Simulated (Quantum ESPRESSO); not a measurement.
# Re: band-structure run (part 1 of 3)

System: Re (P6₃/mmc, 2 atoms in the cell).
Method: Kohn-Sham DFT of a periodic cell, PBE, spin-orbit coupling, PseudoDojo 0.4 FR PBE standard, no spin polarisation (Quantum ESPRESSO 7.5).

The structure derives from an entry of the Crystallography Open Database.

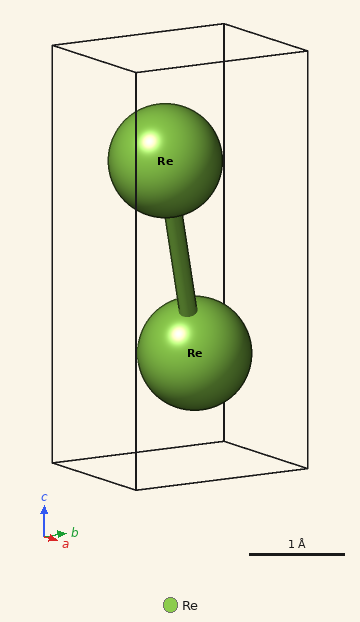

**Figure 1.** The structure as given in the input (ball-and-stick view of the cell of the calculation, seen slightly off an axis). An atom can appear more than once, as a periodic image. Near neighbours in the periodic cell (some may lie outside the picture): Re has 12 Re at 2.74 to 2.76 Å.

**Input**
```
&CONTROL
  calculation = 'scf'
  prefix = 'pwscf'
  outdir = './tmp'
  pseudo_dir = './pseudo'
  tprnfor = .true.
  tstress = .true.
  disk_io = 'low'
/
&SYSTEM
  ibrav = 0
  celldm(1) = 8
  nat = 2
  ntyp = 1
  ecutwfc = 72
  nbnd = 44
  occupations = 'smearing'
  smearing = 'fd'
  degauss = 0.00367493
  noncolin = .true.
  lspinorb = .true.
/
&ELECTRONS
  conv_thr = 4d-10
  electron_maxstep = 120
  mixing_beta = 0.5
/
ATOMIC_SPECIES
Re   186.2070 Re.upf
CELL_PARAMETERS alat
  0.6521444856084   0.0000000000000   0.0000000000000
 -0.3260722428042   0.5647736914823   0.0000000000000
  0.0000000000000   0.0000000000000   1.0530971261008
ATOMIC_POSITIONS crystal
Re     0.6666666667    0.3333333333    0.7500000000
Re     0.3333333333    0.6666666667    0.2500000000
K_POINTS automatic
11 11 6 0 0 0
```

**File pp_density.in**
```
&INPUTPP
  prefix = 'pwscf'
  outdir = './tmp'
  filplot = 'density.dat'
  plot_num = 0
/
&PLOT
  nfile = 1
  filepp(1) = 'density.dat'
  iflag = 3
  output_format = 6
  fileout = 'density.cube'
/
```

**File pp_potential.in**
```
&INPUTPP
  prefix = 'pwscf'
  outdir = './tmp'
  filplot = 'potential.dat'
  plot_num = 11
/
&PLOT
  nfile = 1
  filepp(1) = 'potential.dat'
  iflag = 3
  output_format = 6
  fileout = 'potential.cube'
/
```

**File bands.in**
```
&CONTROL
  calculation = 'bands'
  prefix = 'pwscf'
  outdir = './tmp'
  pseudo_dir = './pseudo'
  disk_io = 'low'
  verbosity = 'high'
/
&SYSTEM
  ibrav = 0
  celldm(1) = 8
  nat = 2
  ntyp = 1
  ecutwfc = 72
  nbnd = 44
  occupations = 'smearing'
  smearing = 'fd'
  degauss = 0.00367493
  noncolin = .true.
  lspinorb = .true.
/
&ELECTRONS
  conv_thr = 1d-08
  electron_maxstep = 120
  mixing_beta = 0.5
  diago_full_acc = .true.
  startingwfc = 'random'
/
ATOMIC_SPECIES
Re   186.2070 Re.upf
CELL_PARAMETERS alat
  0.6521444856084   0.0000000000000   0.0000000000000
 -0.3260722428042   0.5647736914823   0.0000000000000
  0.0000000000000   0.0000000000000   1.0530971261008
ATOMIC_POSITIONS crystal
Re     0.6666666667    0.3333333333    0.7500000000
Re     0.3333333333    0.6666666667    0.2500000000
K_POINTS crystal
60
 0.0000000000  0.0000000000  0.0000000000 1
 0.0714285714  0.0000000000  0.0000000000 1
 0.1428571429  0.0000000000  0.0000000000 1
 0.2142857143  0.0000000000  0.0000000000 1
 0.2857142857  0.0000000000  0.0000000000 1
 0.3571428571  0.0000000000  0.0000000000 1
 0.4285714286  0.0000000000  0.0000000000 1
 0.5000000000  0.0000000000  0.0000000000 1
 0.4583333333  0.0833333333  0.0000000000 1
 0.4166666667  0.1666666667  0.0000000000 1
 0.3750000000  0.2500000000  0.0000000000 1
 0.3333333333  0.3333333333  0.0000000000 1
 0.2962962963  0.2962962963  0.0000000000 1
 0.2592592593  0.2592592593  0.0000000000 1
 0.2222222222  0.2222222222  0.0000000000 1
 0.1851851852  0.1851851852  0.0000000000 1
 0.1481481481  0.1481481481  0.0000000000 1
 0.1111111111  0.1111111111  0.0000000000 1
 0.0740740741  0.0740740741  0.0000000000 1
 0.0370370370  0.0370370370  0.0000000000 1
 0.0000000000  0.0000000000  0.0000000000 1
 0.0000000000  0.0000000000  0.1250000000 1
 0.0000000000  0.0000000000  0.2500000000 1
 0.0000000000  0.0000000000  0.3750000000 1
 0.0000000000  0.0000000000  0.5000000000 1
 0.0625000000  0.0000000000  0.5000000000 1
 0.1250000000  0.0000000000  0.5000000000 1
 0.1875000000  0.0000000000  0.5000000000 1
 0.2500000000  0.0000000000  0.5000000000 1
 0.3125000000  0.0000000000  0.5000000000 1
 0.3750000000  0.0000000000  0.5000000000 1
 0.4375000000  0.0000000000  0.5000000000 1
 0.5000000000  0.0000000000  0.5000000000 1
 0.4666666667  0.0666666667  0.5000000000 1
 0.4333333333  0.1333333333  0.5000000000 1
 0.4000000000  0.2000000000  0.5000000000 1
 0.3666666667  0.2666666667  0.5000000000 1
 0.3333333333  0.3333333333  0.5000000000 1
 0.3030303030  0.3030303030  0.5000000000 1
 0.2727272727  0.2727272727  0.5000000000 1
 0.2424242424  0.2424242424  0.5000000000 1
 0.2121212121  0.2121212121  0.5000000000 1
 0.1818181818  0.1818181818  0.5000000000 1
 0.1515151515  0.1515151515  0.5000000000 1
 0.1212121212  0.1212121212  0.5000000000 1
 0.0909090909  0.0909090909  0.5000000000 1
 0.0606060606  0.0606060606  0.5000000000 1
 0.0303030303  0.0303030303  0.5000000000 1
 0.0000000000  0.0000000000  0.5000000000 1
 0.5000000000  0.0000000000  0.5000000000 1
 0.5000000000  0.0000000000  0.4000000000 1
 0.5000000000  0.0000000000  0.3000000000 1
 0.5000000000  0.0000000000  0.2000000000 1
 0.5000000000  0.0000000000  0.1000000000 1
 0.5000000000  0.0000000000  0.0000000000 1
 0.3333333333  0.3333333333  0.0000000000 1
 0.3333333333  0.3333333333  0.1250000000 1
 0.3333333333  0.3333333333  0.2500000000 1
 0.3333333333  0.3333333333  0.3750000000 1
 0.3333333333  0.3333333333  0.5000000000 1
```

Machine: 1 thread of Arm Neoverse V1, 24 GiB of memory available, shared host.

Launch command:
```bash
OMP_NUM_THREADS=1 pw.x -in pw.in > pw.out
OMP_NUM_THREADS=1 pp.x -in pp_density.in > pp_density.out
OMP_NUM_THREADS=1 pp.x -in pp_potential.in > pp_potential.out
OMP_NUM_THREADS=1 pw.x -in bands.in > bands.out
```

**Output**
```
This program is part of the open-source Quantum ESPRESSO suite
     for quantum simulation of materials; please cite
         "P. Giannozzi et al., J. Phys.:Condens. Matter 21 395502 (2009);
         "P. Giannozzi et al., J. Phys.:Condens. Matter 29 465901 (2017);
         "P. Giannozzi et al., J. Chem. Phys. 152 154105 (2020);
          URL
     in publications or presentations arising from this work. More details at

     Message from routine setup:
     using ibrav=0 with symmetry is DISCOURAGED, use correct ibrav instead

     G-vector sticks info
     --------------------
     sticks:   dense  smooth     PW     G-vecs:    dense   smooth      PW
     Sum         547     547    163                16383    16383    2755

     Using Slab Decomposition

     bravais-lattice index     =            0
     lattice parameter (alat)  =       8.0000  a.u.
     unit-cell volume          =     198.5897 (a.u.)^3
     number of atoms/cell      =            2
     number of atomic types    =            1
     number of electrons       =        30.00
     number of Kohn-Sham states=           44
     kinetic-energy cutoff     =      72.0000  Ry
     charge density cutoff     =     288.0000  Ry
     scf convergence threshold =      4.0E-10
     mixing beta               =       0.5000
     number of iterations used =            8  plain     mixing
     Exchange-correlation= PBE
                           (   1   4   3   4   0   0   0)
     Non magnetic calculation with spin-orbit

     celldm(1)=   8.000000  celldm(2)=   0.000000  celldm(3)=   0.000000
     celldm(4)=   0.000000  celldm(5)=   0.000000  celldm(6)=   0.000000

     crystal axes: (cart. coord. in units of alat)
               a(1) = (   0.652144   0.000000   0.000000 )
               a(2) = (  -0.326072   0.564774   0.000000 )
               a(3) = (   0.000000   0.000000   1.053097 )

     reciprocal axes: (cart. coord. in units 2 pi/alat)
               b(1) = (  1.533403  0.885310 -0.000000 )
               b(2) = (  0.000000  1.770621  0.000000 )
               b(3) = (  0.000000 -0.000000  0.949580 )

     PseudoPot. # 1 for Re read from file:
     Re.upf
     Pseudo is Norm-conserving + core correction, Zval = 15.0
     Generated using ONCVPSP code by D. R. Hamann
     Using radial grid of 1378 points, 14 beta functions with:
                l(1) =   0
                l(2) =   0
                l(3) =   1
                l(4) =   1
                l(5) =   1
                l(6) =   1
                l(7) =   2
                l(8) =   2
                l(9) =   2
               l(10) =   2
               l(11) =   3
               l(12) =   3
               l(13) =   3
               l(14) =   3

     atomic species   valence    mass     pseudopotential
     Re               15.00   186.20700     Re( 1.00)

     24 Sym. Ops., with inversion, found (12 have fractional translation)

   Cartesian axes

     site n.     atom                  positions (alat units)
         1        Re     tau(   1) = (   0.3260722   0.1882579   0.7898228  )
         2        Re     tau(   2) = (  -0.0000000   0.3765158   0.2632743  )

     number of k points=    64  Fermi-Dirac smearing, width (Ry)=  0.0037
                       cart. coord. in units 2pi/alat
        k(    1) = (   0.0000000   0.0000000   0.0000000), wk =   0.0013774
        k(    2) = (   0.0000000   0.0000000   0.1582633), wk =   0.0027548
        k(    3) = (   0.0000000   0.0000000   0.3165267), wk =   0.0027548
        k(    4) = (   0.0000000   0.0000000  -0.4747900), wk =   0.0013774
        k(    5) = (   0.0000000   0.1609655   0.0000000), wk =   0.0082645
        k(    6) = (   0.0000000   0.1609655   0.1582633), wk =   0.0165289
        k(    7) = (   0.0000000   0.1609655   0.3165267), wk =   0.0165289
        k(    8) = (   0.0000000   0.1609655  -0.4747900), wk =   0.0082645
        k(    9) = (   0.0000000   0.3219310   0.0000000), wk =   0.0082645
        k(   10) = (   0.0000000   0.3219310   0.1582633), wk =   0.0165289
        k(   11) = (   0.0000000   0.3219310   0.3165267), wk =   0.0165289
        k(   12) = (   0.0000000   0.3219310  -0.4747900), wk =   0.0082645
        k(   13) = (   0.0000000   0.4828966   0.0000000), wk =   0.0082645
        k(   14) = (   0.0000000   0.4828966   0.1582633), wk =   0.0165289
        k(   15) = (   0.0000000   0.4828966   0.3165267), wk =   0.0165289
        k(   16) = (   0.0000000   0.4828966  -0.4747900), wk =   0.0082645
        k(   17) = (   0.0000000   0.6438621   0.0000000), wk =   0.0082645
        k(   18) = (   0.0000000   0.6438621   0.1582633), wk =   0.0165289
        k(   19) = (   0.0000000   0.6438621   0.3165267), wk =   0.0165289
        k(   20) = (   0.0000000   0.6438621  -0.4747900), wk =   0.0082645
        k(   21) = (   0.0000000   0.8048276   0.0000000), wk =   0.0082645
        k(   22) = (   0.0000000   0.8048276   0.1582633), wk =   0.0165289
        k(   23) = (   0.0000000   0.8048276   0.3165267), wk =   0.0165289
        k(   24) = (   0.0000000   0.8048276  -0.4747900), wk =   0.0082645
        k(   25) = (   0.1394002   0.2414483   0.0000000), wk =   0.0082645
        k(   26) = (   0.1394002   0.2414483   0.1582633), wk =   0.0165289
        k(   27) = (   0.1394002   0.2414483   0.3165267), wk =   0.0165289
        k(   28) = (   0.1394002   0.2414483  -0.4747900), wk =   0.0082645
        k(   29) = (   0.1394002   0.4024138   0.0000000), wk =   0.0165289
        k(   30) = (   0.1394002   0.4024138   0.1582633), wk =   0.0330579
        k(   31) = (   0.1394002   0.4024138   0.3165267), wk =   0.0330579
        k(   32) = (   0.1394002   0.4024138  -0.4747900), wk =   0.0165289
        k(   33) = (   0.1394002   0.5633793   0.0000000), wk =   0.0165289
        k(   34) = (   0.1394002   0.5633793   0.1582633), wk =   0.0330579
        k(   35) = (   0.1394002   0.5633793   0.3165267), wk =   0.0330579
        k(   36) = (   0.1394002   0.5633793  -0.4747900), wk =   0.0165289
        k(   37) = (   0.1394002   0.7243448   0.0000000), wk =   0.0165289
        k(   38) = (   0.1394002   0.7243448   0.1582633), wk =   0.0330579
        k(   39) = (   0.1394002   0.7243448   0.3165267), wk =   0.0330579
        k(   40) = (   0.1394002   0.7243448  -0.4747900), wk =   0.0165289
        k(   41) = (   0.1394002   0.8853104   0.0000000), wk =   0.0082645
        k(   42) = (   0.1394002   0.8853104   0.1582633), wk =   0.0165289
        k(   43) = (   0.1394002   0.8853104   0.3165267), wk =   0.0165289
        k(   44) = (   0.1394002   0.8853104  -0.4747900), wk =   0.0082645
        k(   45) = (   0.2788005   0.4828966   0.0000000), wk =   0.0082645
        k(   46) = (   0.2788005   0.4828966   0.1582633), wk =   0.0165289
        k(   47) = (   0.2788005   0.4828966   0.3165267), wk =   0.0165289
        k(   48) = (   0.2788005   0.4828966  -0.4747900), wk =   0.0082645
        k(   49) = (   0.2788005   0.6438621   0.0000000), wk =   0.0165289
        k(   50) = (   0.2788005   0.6438621   0.1582633), wk =   0.0330579
        k(   51) = (   0.2788005   0.6438621   0.3165267), wk =   0.0330579
        k(   52) = (   0.2788005   0.6438621  -0.4747900), wk =   0.0165289
        k(   53) = (   0.2788005   0.8048276   0.0000000), wk =   0.0165289
        k(   54) = (   0.2788005   0.8048276   0.1582633), wk =   0.0330579
        k(   55) = (   0.2788005   0.8048276   0.3165267), wk =   0.0330579
        k(   56) = (   0.2788005   0.8048276  -0.4747900), wk =   0.0165289
        k(   57) = (   0.4182007   0.7243448   0.0000000), wk =   0.0082645
        k(   58) = (   0.4182007   0.7243448   0.1582633), wk =   0.0165289
        k(   59) = (   0.4182007   0.7243448   0.3165267), wk =   0.0165289
        k(   60) = (   0.4182007   0.7243448  -0.4747900), wk =   0.0082645
        k(   61) = (   0.4182007   0.8853104   0.0000000), wk =   0.0082645
        k(   62) = (   0.4182007   0.8853104   0.1582633), wk =   0.0165289
        k(   63) = (   0.4182007   0.8853104   0.3165267), wk =   0.0165289
        k(   64) = (   0.4182007   0.8853104  -0.4747900), wk =   0.0082645

     Dense  grid:    16383 G-vectors     FFT dimensions: (  30,  30,  48)

     Initial potential from superposition of free atoms

     starting charge      29.9994, renormalised to      30.0000
     Starting wfcs are   40 randomized atomic wfcs +    4 random wfcs

     Self-consistent Calculation

     iteration #  1     ecut=    72.00 Ry     beta= 0.50
     Davidson diagonalization with overlap
     ethr =  1.00E-02,  avg # of iterations =  3.9

     Threshold (ethr) on eigenvalues was too large:
     Diagonalizing with lowered threshold

     Davidson diagonalization with overlap
     ethr =  2.14E-04,  avg # of iterations =  2.1

     total energy              =    -347.82886970 Ry
     estimated scf accuracy    <       0.06709673 Ry

     iteration #  2     ecut=    72.00 Ry     beta= 0.50
     Davidson diagonalization with overlap
     ethr =  2.24E-04,  avg # of iterations =  2.0

     total energy              =    -347.83684176 Ry
     estimated scf accuracy    <       0.00294983 Ry

     iteration #  3     ecut=    72.00 Ry     beta= 0.50
     Davidson diagonalization with overlap
     ethr =  9.83E-06,  avg # of iterations =  4.0

     total energy              =    -347.83714946 Ry
     estimated scf accuracy    <       0.00029113 Ry

     iteration #  4     ecut=    72.00 Ry     beta= 0.50
     Davidson diagonalization with overlap
     ethr =  9.70E-07,  avg # of iterations =  2.2

     total energy              =    -347.83716273 Ry
     estimated scf accuracy    <       0.00000448 Ry

     iteration #  5     ecut=    72.00 Ry     beta= 0.50
     Davidson diagonalization with overlap
     ethr =  1.49E-08,  avg # of iterations =  2.5

     total energy              =    -347.83716410 Ry
     estimated scf accuracy    <       0.00000065 Ry

     iteration #  6     ecut=    72.00 Ry     beta= 0.50
     Davidson diagonalization with overlap
     ethr =  2.15E-09,  avg # of iterations =  2.0

     total energy              =    -347.83716425 Ry
     estimated scf accuracy    <       0.00000002 Ry

     iteration #  7     ecut=    72.00 Ry     beta= 0.50
     Davidson diagonalization with overlap
     ethr =  5.50E-11,  avg # of iterations =  2.0

     total energy              =    -347.83716425 Ry
     estimated scf accuracy    <          2.0E-09 Ry

     iteration #  8     ecut=    72.00 Ry     beta= 0.50
     Davidson diagonalization with overlap
     ethr =  6.71E-12,  avg # of iterations =  2.0

     End of self-consistent calculation

          k = 0.0000 0.0000 0.0000 (  2009 PWs)   bands (ev):

   -55.4499 -55.4499 -55.3254 -55.3254 -25.3030 -25.3030 -24.9693 -24.9693
   -14.8231 -14.8231 -13.9575 -13.9575 -13.7450 -13.7450 -13.7320 -13.7320
    14.3237  14.3237  17.5541  17.5541  22.2583  22.2583  22.4999  22.4999
    22.9665  22.9665  23.0075  23.0075  23.8159  23.8159  24.3213  24.3213
    24.6891  24.6891  24.6952  24.6952  27.3236  27.3236  27.8620  27.8620
    34.2082  34.2082  37.6005  37.6005

          k = 0.0000 0.0000 0.1583 (  2045 PWs)   bands (ev):

   -55.4417 -55.4417 -55.3338 -55.3338 -25.2803 -25.2803 -24.9913 -24.9913
   -14.7562 -14.7562 -13.9435 -13.9435 -13.8120 -13.8120 -13.7595 -13.7595
    14.6543  14.6543  17.5653  17.5653  22.1587  22.1587  22.2965  22.2965
    22.8188  22.8188  22.8580  22.8580  23.5310  23.5310  23.8990  23.8990
    24.7808  24.7808  25.0744  25.0744  27.4057  27.4057  27.8593  27.8593
    35.4585  35.4585  37.0379  37.0379

          k = 0.0000 0.0000 0.3165 (  2021 PWs)   bands (ev):

   -55.4190 -55.4190 -55.3567 -55.3567 -25.2184 -25.2184 -25.0516 -25.0516
   -14.5693 -14.5693 -14.0250 -14.0250 -13.9049 -13.9049 -13.7987 -13.7987
    15.5523  15.5523  17.4113  17.4113  21.9032  21.9032  22.0741  22.0741
    22.3730  22.3730  22.5085  22.5085  22.6650  22.6650  23.1698  23.1698
    25.7313  25.7313  25.9688  25.9688  27.3075  27.3075  27.6345  27.6345
    36.8094  36.8094  38.2047  38.2053

          k = 0.0000 0.0000-0.4748 (  2062 PWs)   bands (ev):

   -55.3880 -55.3880 -55.3880 -55.3880 -25.1346 -25.1346 -25.1346 -25.1346
   -14.3037 -14.3037 -14.3037 -14.3037 -13.8520 -13.8520 -13.8520 -13.8520
    16.6779  16.6779  16.6779  16.6779  21.7244  21.7244  21.7244  21.7244
    22.1950  22.1950  22.1950  22.1950  22.7812  22.7812  22.7812  22.7812
    26.6988  26.6988  26.6988  26.6988  26.9510  26.9510  26.9510  26.9510
    37.3558  37.3558  37.3558  37.3558

          k = 0.0000 0.1610 0.0000 (  2031 PWs)   bands (ev):
```
